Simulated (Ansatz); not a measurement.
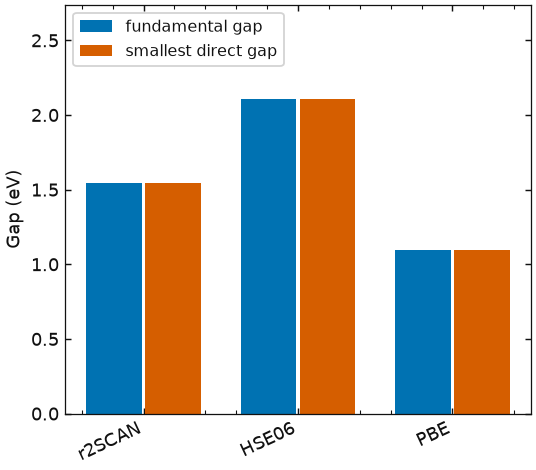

Gaps of CdS, space group F-43m (No. 216), 2 atoms in the cell, zincblende type, at several levels of theory on one cell (Ansatz, plane waves and PAW; edges over the mesh and the special points).

Question: How does the gap depend on the level, and does its kind change?

Answer: In rising order: PBE 1.10 eV, r2SCAN 1.54 eV and HSE06 2.11 eV. It is direct at every level.
